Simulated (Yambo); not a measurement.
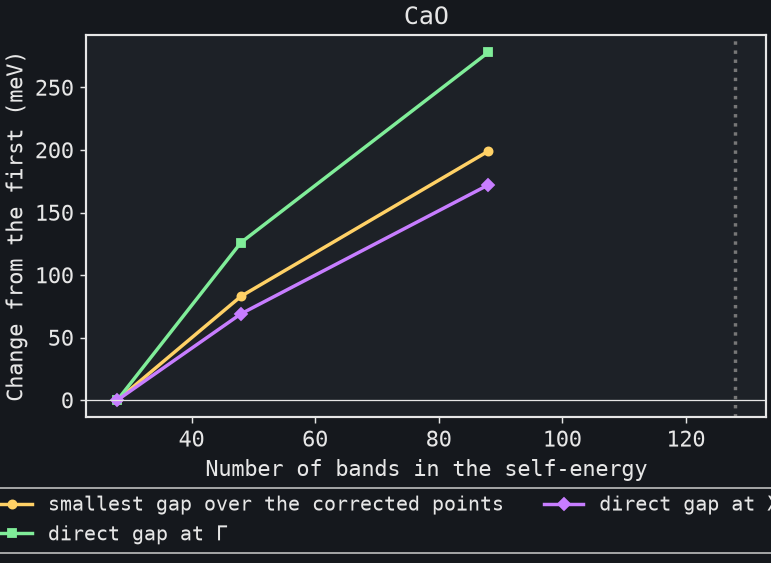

G0W0 gaps of rocksalt CaO, space group Fm-3m, 2 atoms in the primitive cell (cubic a = 4.807 Å) as the number of bands in the self-energy is raised, all else fixed. Method: PBEsol, PseudoDojo 0.4.1 SR PBEsol standard, no spin polarisation, no spin-orbit coupling, 4×4×4 k mesh, 1143 eV cutoff, fixed occupations (Yambo).

```csv
number of bands in the self-energy,smallest gap over the corrected points (eV),direct gap at Γ (eV),direct gap at X (eV)
28,5.621,5.966,6.126
48,5.704,6.092,6.195
88,5.820,6.244,6.298
```

### Estimate the values at 128 (dotted line), and the limit.

Lines in 1/N (N being the number of bands in the self-energy) through the last three points give 5.833 eV for the smallest gap over the corrected points, 6.266 eV for the direct gap at Γ and 6.308 eV for the direct gap at X. The run gives 5.876, 6.311 and 6.348 eV. The same form through the last three runs, this one included, points to 5.97, 6.44 and 6.43 eV in the limit of this setting, but the form missed the last run by 0.04 eV, so that limit is no better.

The k mesh is coarse (spacing up to 0.57 Å⁻¹), so the values aren't converged. The cell is a database's computed one. The settings that aren't varied aren't converged either.
